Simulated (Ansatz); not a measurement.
**Single-point calculation of SnSe2**

System: SnSe2 (12 atoms in the cell).
Method: DFT PBE+D3(BJ), scalar-relativistic, plane waves, PAW, no spin polarisation (Ansatz 0.2.0).

The structure derives from an entry of the Crystallography Open Database. It belongs to a series of runs on one base structure; here: the crystal above the cut slid by 0.1667 of the vector 1 a1 + -1 a2 (7.224 Å). Figures and captions count atoms from 1; the log counts them from 0 in places.

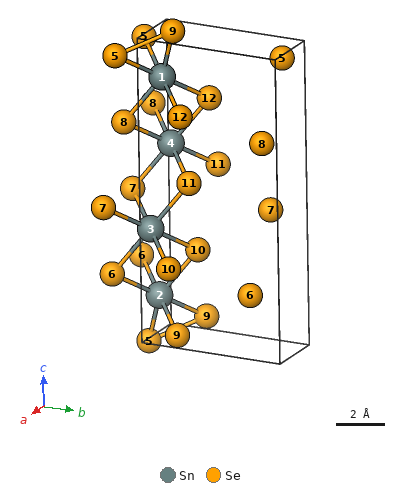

Figure 1. The structure as given in the input (ball-and-stick view of the cell of the calculation, seen slightly off an axis; bonded neighbours outside the cell are drawn too; atoms are numbered from 1 in the order of the input). An atom can appear more than once, as a periodic image.

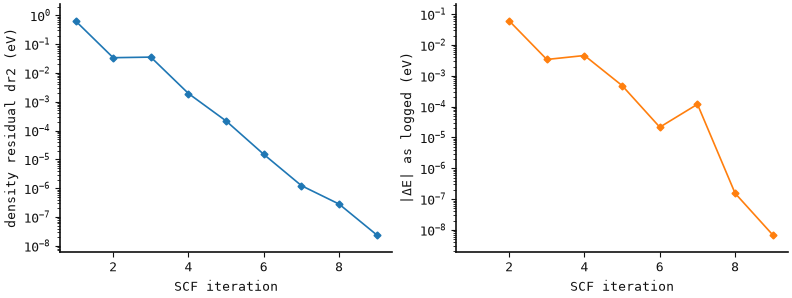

Figure 2. Convergence of the self-consistent field: density residual dr2 and size of the energy change against the SCF iteration. The residual falls almost steadily, with no more than small rises.

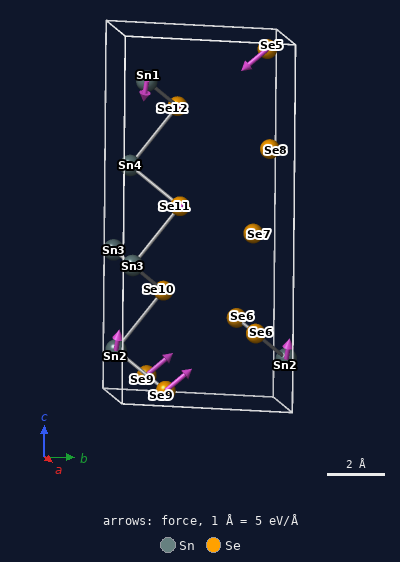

Figure 3. Forces on the atoms as pink arrows (ball-and-stick view of the cell of the calculation, seen slightly off an axis; atoms are numbered from 1 in the order of the input); the smallest are left out. The largest act on Se5, Se9 (6.12 eV/Å); Sn1, Sn2 (4.08 eV/Å). The geometry is not a stationary point of this energy.

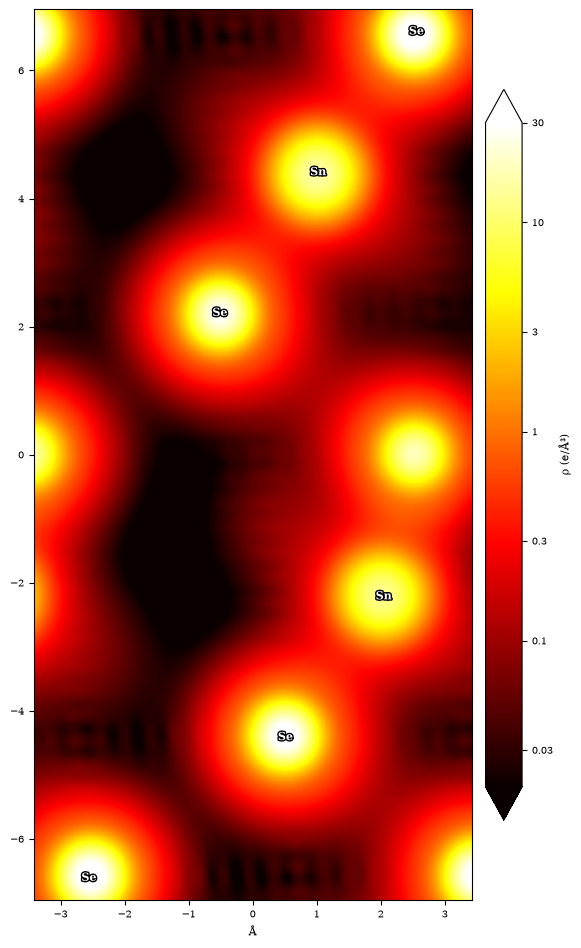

Figure 4. Valence charge density (pseudo) on the (100) plane of the conventional cell. Atoms in the plane: Sn and Se. Sn–Se (2.68 Å): ρ at the midpoint is about 0.41 e/Å³. Away from the nuclei the density in this plane falls to 0.008 e/Å³ at its lowest. In a PAW calculation such maps are meaningful between the atoms, not at the nuclei.

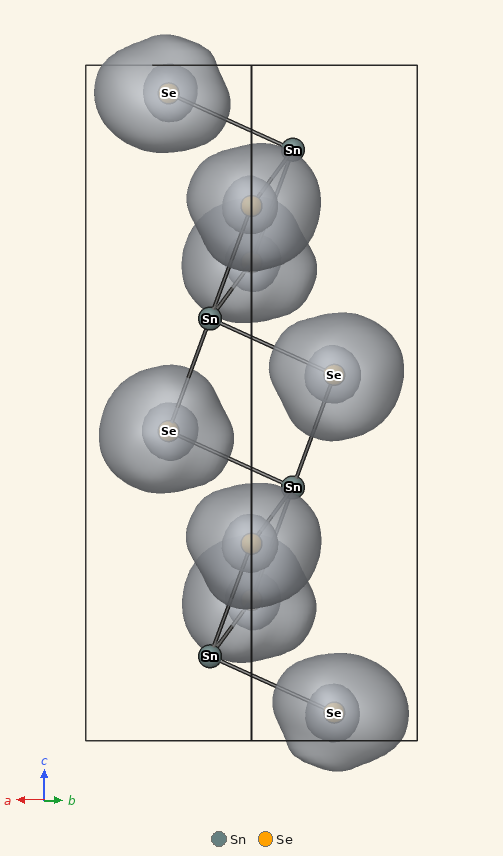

Figure 5. Isosurface of the ELF at 0.65 (grey), seen along [110]. Only the valence region is drawn (cores and ρ < 0.01 e/Å³ removed). Sticks mark near contacts. The outline is the cell set on symmetry axes. Profiles from the grid: Sn–Se (2.35 Å): the ELF is about 0.55 at the midpoint. Se–Se (2.65 Å): the ELF peaks at about 0.70 between the atoms.

The input that produced these results follows, with the program's output.

Input file
```yaml
crystal:
  lattice:
    - [1.9054993908, -3.3004217586, 0.0]
    - [0.0, 0.0, -6.137]
    - [11.7506430931, 6.0506632102, 1.0230379]
  atoms:
    - { symbol: Sn, position: [-0.1458625, 0.1458625, 0.875] }
    - { symbol: Sn, position: [0.4791625, 0.0208375, 0.125] }
    - { symbol: Sn, position: [-0.0625125, 0.0625125, 0.375] }
    - { symbol: Sn, position: [0.3958125, 0.1041875, 0.625] }
    - { symbol: Se, position: [0.3402458333, 0.9097541667, 0.9583333333] }
    - { symbol: Se, position: [-0.0347291667, 0.7847291667, 0.2083333333] }
    - { symbol: Se, position: [0.4235958333, 0.8264041667, 0.4583333333] }
    - { symbol: Se, position: [-0.1180791667, 0.8680791667, 0.7083333333] }
    - { symbol: Se, position: [-0.0069458333, 0.2569458333, 0.0416666667] }
    - { symbol: Se, position: [0.4513791667, 0.2986208333, 0.2916666667] }
    - { symbol: Se, position: [-0.0902958333, 0.3402958333, 0.5416666667] }
    - { symbol: Se, position: [0.3680291667, 0.3819708333, 0.7916666667] }
basis:
  ecutwfc: 420
kpoints:
  mp_grid: { grid: [7, 5, 2] }
hamiltonian:
  xc: pbe
  dispersion: d3bj
scf:
  occupations: { method: gaussian, width: 0.05 }
output:
  forces: true
  stress: true
  eigenvalues: true
  write_density: true
  write_potential: true
  elf: true
  volumetric_format: npy
```

Launched with:
```bash
ansatz run input.yaml --threads 2 --pin off --max-ram 5120MiB --backend cpu --events-out ev --progress --plain --runs-dir out
```

What the program printed
```
Engine: ansatz 0.2.0, aarch64-unknown-linux-gnu
Pseudopotentials: kind: paw
Pseudopotential: Sn, paw, valence charge 14, recommended cutoff 420 eV (normal), Sn.paw.azcp
Pseudopotential: Se, paw, valence charge 16, recommended cutoff 420 eV (normal), Se.paw.azcp
Functional definition: PBE
  parameter kappa = 0.804
  parameter beta = 0.06672455060314922
  exchange = pbe_x(kappa = kappa, mu = beta*pi^2/3)
  correlation = pbe_c(beta = beta)
Crystal: 12 atoms, lattice volume = 308.762 Å³
Basis set: ecut = 420 eV, 6043 PW (Γ), exchange–correlation on 54×90×180 points (8 copies of the dense FFT grid, shifted against one another)
Bands: 111, of which v1, the nominal top of the filled ones, is band 92 counted from 1 (91 counted from 0)
Symmetry: 2 space group operations
Space group: P-1 (ITA 2), of the structure as read, at distance tolerance 6.8e-5 Å
k-points: 36 of 70
Non-local potential: Sn, projectors of the file, l = 0: 2, l = 1: 2, l = 2: 2, l = 3: 2
Non-local potential: Se, projectors of the file, l = 0: 2, l = 1: 2, l = 2: 3, l = 3: 1
PAW form: soft (Blöchl's): semilocal exchange-correlation on the pseudo side does not see the compensation charge
PAW one-centre angular grid: Sn, 590 points (default); XC on 64 Gauss nodes
PAW one-centre angular grid: Se, 590 points (default); XC on 64 Gauss nodes
Initial density: superposition of atomic densities (neutral atoms: chi_scale 0, normalization atom), corrected by the library's trained network
Initial wavefunctions: pseudopotential atomic-orbital guess
Functional: x = pbe(κ = 0.804, μ = 0.2195149727645171), c = pbe(β = 0.06672455060314922)
SCF iter   1: F=—  HF=-67854.383705 eV  |F-HF|=—  |Δ(HF+E_count)|=         —  Δρ=5.62e-3  dr2=6.46e-1  ethr=1.77e-3  ⟨swp⟩=6.0  Hψ=15256  notcnv=0  defer=171
preconditioner: auto → LDOS  [metal: Δε(μ)=0.004 eV  Ē_g=16.191 eV  σ=0.050 eV  W_gap=0.04  n_scr=82 (ndim 8)  ℏωp=21.6 eV  f_vac=0.101  D(μ)=4.69/eV (n_scr^D=18)  β→1.0]
SCF iter   2: F=—  HF=-67854.322609 eV  |F-HF|=—  |Δ(HF+E_count)|=   6.11e-2  Δρ=2.13e-3  dr2=3.40e-2  ethr=3.51e-4  ⟨swp⟩=2.0  Hψ=4781  notcnv=0  defer=502
SCF iter   3: F=—  HF=-67854.319198 eV  |F-HF|=—  |Δ(HF+E_count)|=   3.41e-3  Δρ=1.55e-3  dr2=3.56e-2  ethr=1.85e-5  ⟨swp⟩=3.0  Hψ=7923  notcnv=0  defer=502
SCF iter   4: F=—  HF=-67854.314615 eV  |F-HF|=—  |Δ(HF+E_count)|=   4.58e-3  Δρ=4.83e-4  dr2=1.94e-3  ethr=1.85e-5  ⟨swp⟩=2.0  Hψ=5188  notcnv=0  defer=502
SCF iter   5: F=—  HF=-67854.314132 eV  |F-HF|=—  |Δ(HF+E_count)|=   4.83e-4  Δρ=1.18e-4  dr2=2.16e-4  ethr=1.06e-6  ⟨swp⟩=2.0  Hψ=5006  notcnv=0  defer=502
SCF iter   6: F=—  HF=-67854.314110 eV  |F-HF|=—  |Δ(HF+E_count)|=   2.16e-5  Δρ=5.02e-5  dr2=1.50e-5  ethr=1.17e-7  ⟨swp⟩=2.0  Hψ=4336  notcnv=0  defer=502
SCF iter   7: F=—  HF=-67854.313990 eV  |F-HF|=—  |Δ(HF+E_count)|=   1.20e-4  Δρ=1.73e-5  dr2=1.23e-6  ethr=8.14e-9  ⟨swp⟩=2.0  Hψ=5764  notcnv=0  defer=502
SCF iter   8: F=—  HF=-67854.313991 eV  |F-HF|=—  |Δ(HF+E_count)|=   1.54e-7  Δρ=4.81e-6  dr2=2.82e-7  ethr=6.71e-10  ⟨swp⟩=2.0  Hψ=5386  notcnv=0  defer=502
SCF iter   9: F=-67854.313991 eV  HF=-67854.313991 eV  |F-HF|=9.98e-9  |Δ(HF+E_count)|=   6.87e-9  Δρ=2.11e-6  dr2=2.40e-8  ethr=5.43e-11  ⟨swp⟩=15.8  Hψ=30118  notcnv=0
SCF 1 converged in 9 iterations: F = -67854.313991 eV  dr2 = 2.40e-8
  greatest PAW one-centre occupation: 1.000 electrons in one spin orbital (limit 2), on the Se atom at site 8 (counted from 0), in its partial waves of l = 2
SCF converged after 9 iterations
Free energy (F): -67854.313991 eV
Harris-Foulkes:  -67854.313991 eV  (|F-HF|=9.98e-9)
Internal energy: -67854.305601 eV  (E = F + TS)
E sigma→0 (E₀):  -67854.309796 eV
Entropy (-TS):   -0.008390 eV (-0.699 meV/atom)
Fermi energy:    9.074630 eV
--- Per-component energies (eV) ---
  E_band       = -3444.685588
  E_kinetic    = 1715.952369
  E_local      = -25240.704275  (includes V_loc(G=0)·N_el)
  E_nonlocal   = -4890.225053
  E_hartree    = 12919.146067
  E_xc         = -2366.896172
  E_vxc        = -1175.051978  (∫ρ·V_xc dr)
  E_paw        = -31851.420172  (= ΣΔE_a)
  E_vpaw       = 307.061303  (= ΣTr[D̂ρ^β])
  E_aug_tail   = -0.004863  (compensation charges beyond the density's cutoff)
  E_ewald      = -18135.840675
  E_disp       = -4.312826  (pairwise vdW)
  E_smearing   = -0.008390  (= −TS)
  E_closure    = 0.000000  (closes the sum)
  Σ components = -67854.313991   (vs F -67854.313991, Δ=0.00e0)
--- Forces (eV/Å), atoms counted from 1 ---
  atom   1  Sn    -3.99744348    -0.80182779     0.06623647
  atom   2  Sn     3.99744348     0.80182779    -0.06623647
  atom   3  Sn     0.16175000     0.09673981     0.02073420
  atom   4  Sn    -0.16175000    -0.09673981    -0.02073420
  atom   5  Se    -3.41238754    -2.35844760     4.49496367
  atom   6  Se    -0.37744713    -0.01596296     0.80273113
  atom   7  Se     0.02453564     0.02271099     0.81525332
  atom   8  Se     0.10532000     0.06946039     0.88657323
  atom   9  Se     3.41238754     2.35844760    -4.49496367
  atom  10  Se    -0.10532000    -0.06946039    -0.88657323
  atom  11  Se    -0.02453564    -0.02271099    -0.81525332
  atom  12  Se     0.37744713     0.01596296    -0.80273113
  max |Σ_I F_I| component: 3.19e-16 eV/Å
--- Stress (GPa, compression-positive) ---
       11.268836       1.235891      -1.727484
        1.235891       5.490846      -1.715620
       -1.727484      -1.715620       7.324109
  P = ⅓ Tr σ = 8.0279 GPa (80.279 kbar)
--- Band table (eV; the first three rows and the last of 36) ---
  k-point 0: bands = ["-39.0806", "-39.0800", "-39.0638", "-39.0603", "-39.0240", "-39.0224", "-38.9841", "-38.9778", "-38.9698", "-38.9684", "-38.7583", "-38.7583", "-38.7556", "-38.7556", "-38.7324", "-38.7324", "-38.7132", "-38.7132", "-38.7077", "-38.7077", "-38.7044", "-38.7044", "-38.7015", "-38.7015", "-38.6712", "-38.6712", "-38.6518", "-38.6518", "-38.6437", "-38.6437", "-38.5821", "-38.5821", "-38.5816", "-38.5816", "-38.5505", "-38.5503", "-38.5461", "-38.5455", "-38.5348", "-38.5346", "-13.4016", "-13.3713", "-13.2934", "-13.2728", "-13.2428", "-13.2383", "-13.2327", "-13.2175", "-13.1949", "-13.1873", "-13.0672", "-13.0361", "-13.0107", "-13.0016", "-12.9856", "-12.9777", "-12.9729", "-12.9664", "-12.9574", "-12.9531", "-6.9363", "-5.5557", "-5.2781", "-4.4155", "-4.0953", "-3.7985", "-3.6908", "-3.5100", "0.0294", "1.6636", "2.0343", "2.5131", "3.6854", "4.1725", "4.2589", "4.9375", "5.1779", "5.4254", "5.6266", "5.9174", "6.0746", "6.7631", "6.9020", "7.2848", "7.3198", "7.6094", "7.6818", "7.8440", "7.9696", "7.9763", "8.1158", "9.0673", "9.2727", "9.5327", "10.1014", "10.6594", "10.8273", "11.7999", "12.0147", "12.3442", "12.4087", "13.2186", "13.3278", "13.3634", "13.6379", "13.7286", "14.1149", "14.2086", "14.2480", "14.9631", "15.4999"]
  k-point 1: bands = ["-39.0806", "-39.0800", "-39.0638", "-39.0603", "-39.0240", "-39.0224", "-38.9841", "-38.9778", "-38.9698", "-38.9684", "-38.7583", "-38.7583", "-38.7556", "-38.7556", "-38.7324", "-38.7324", "-38.7132", "-38.7132", "-38.7077", "-38.7077", "-38.7044", "-38.7044", "-38.7015", "-38.7015", "-38.6712", "-38.6712", "-38.6518", "-38.6518", "-38.6437", "-38.6437", "-38.5821", "-38.5821", "-38.5816", "-38.5816", "-38.5505", "-38.5503", "-38.5461", "-38.5455", "-38.5348", "-38.5346", "-13.4016", "-13.3714", "-13.2934", "-13.2728", "-13.2428", "-13.2383", "-13.2327", "-13.2174", "-13.1948", "-13.1874", "-13.0672", "-13.0362", "-13.0107", "-13.0016", "-12.9856", "-12.9776", "-12.9729", "-12.9664", "-12.9574", "-12.9532", "-6.9337", "-5.6642", "-5.0299", "-4.6126", "-3.9883", "-3.9820", "-3.6019", "-3.4695", "0.1397", "1.3765", "2.0843", "2.5305", "3.8939", "3.9306", "4.5874", "4.9333", "5.1033", "5.4385", "5.6932", "5.9307", "6.3640", "6.4741", "6.8887", "6.9914", "7.2726", "7.3375", "7.7509", "7.7629", "7.9646", "7.9757", "8.1469", "9.2084", "9.5250", "9.8854", "10.0803", "10.2367", "11.4332", "11.7810", "12.0768", "12.2967", "12.4334", "12.4645", "13.0998", "13.3975", "13.5921", "13.6531", "13.8673", "14.3012", "14.9213", "15.0795", "15.4439"]
  k-point 2: bands = ["-39.0806", "-39.0800", "-39.0638", "-39.0603", "-39.0240", "-39.0224", "-38.9841", "-38.9778", "-38.9698", "-38.9684", "-38.7583", "-38.7583", "-38.7556", "-38.7556", "-38.7324", "-38.7324", "-38.7132", "-38.7132", "-38.7077", "-38.7077", "-38.7044", "-38.7044", "-38.7015", "-38.7015", "-38.6712", "-38.6712", "-38.6518", "-38.6518", "-38.6437", "-38.6437", "-38.5821", "-38.5821", "-38.5816", "-38.5816", "-38.5504", "-38.5503", "-38.5461", "-38.5456", "-38.5347", "-38.5346", "-13.4016", "-13.3714", "-13.2934", "-13.2728", "-13.2428", "-13.2383", "-13.2327", "-13.2175", "-13.1948", "-13.1873", "-13.0673", "-13.0362", "-13.0108", "-13.0016", "-12.9856", "-12.9776", "-12.9729", "-12.9664", "-12.9574", "-12.9531", "-6.9214", "-5.5071", "-5.2292", "-4.3933", "-4.1906", "-3.8842", "-3.7590", "-3.5073", "0.0072", "1.6932", "2.1765", "2.6656", "3.5268", "4.1003", "4.6005", "4.9838", "5.2868", "5.4345", "5.7239", "5.9582", "6.1320", "6.7749", "6.9194", "7.2177", "7.3337", "7.4050", "7.5295", "7.6805", "7.7708", "7.8321", "7.9355", "9.0464", "9.3011", "9.6373", "9.9840", "10.6875", "10.8325", "11.9037", "12.1599", "12.3177", "12.4836", "13.0629", "13.2499", "13.4887", "13.7745", "13.9183", "14.0799", "14.3035", "14.5230", "14.8236", "14.9634"]
  k-point 35: bands = ["-39.0806", "-39.0797", "-39.0638", "-39.0604", "-39.0235", "-39.0230", "-38.9835", "-38.9772", "-38.9697", "-38.9690", "-38.7584", "-38.7584", "-38.7552", "-38.7552", "-38.7324", "-38.7324", "-38.7132", "-38.7132", "-38.7075", "-38.7075", "-38.7041", "-38.7041", "-38.7016", "-38.7016", "-38.6712", "-38.6712", "-38.6519", "-38.6519", "-38.6435", "-38.6435", "-38.5819", "-38.5818", "-38.5816", "-38.5816", "-38.5505", "-38.5503", "-38.5460", "-38.5458", "-38.5345", "-38.5345", "-13.4168", "-13.3645", "-13.3121", "-13.3070", "-13.2396", "-13.2332", "-13.2233", "-13.2004", "-13.1863", "-13.1840", "-13.0642", "-13.0612", "-13.0191", "-13.0129", "-12.9831", "-12.9814", "-12.9587", "-12.9568", "-12.9468", "-12.9457", "-5.7932", "-4.4541", "-4.3220", "-4.0689", "-3.9105", "-3.8422", "-3.6100", "-3.5694", "0.3305", "0.9067", "1.1161", "1.3961", "3.0546", "3.4332", "3.5728", "3.7844", "4.1199", "4.5623", "4.9740", "5.1105", "5.3775", "5.4643", "5.7186", "5.8929", "6.5387", "6.9194", "6.9613", "7.1581", "7.3965", "7.4536", "7.7413", "8.7217", "9.1015", "9.5873", "9.6995", "10.2102", "11.6748", "12.3131", "12.7346", "13.1144", "13.3081", "13.5918", "13.7664", "13.8871", "13.9642", "14.3914", "14.5139", "14.5799", "14.7630", "15.0587", "15.3207"]
```

Results in brief

| quantity | value |
| --- | --- |
| outcome | converged |
| space group (tolerance 0.01 Å) | P-1 (2) |
| electrons treated | 184 |
| free energy | −67854.3140 eV |
| Fermi energy | 9.075 eV |
| gap on the k-point mesh | none (metallic) |
| pressure | 8.03 GPa |
| largest force (length of the vector) | 6.116 eV/Å |
| hardware | 2 threads of Arm Neoverse V1, 24 GiB of memory available, shared host |
| wall time | 60 s (CPU time 2 min) |
| peak memory | 1.2 GiB |
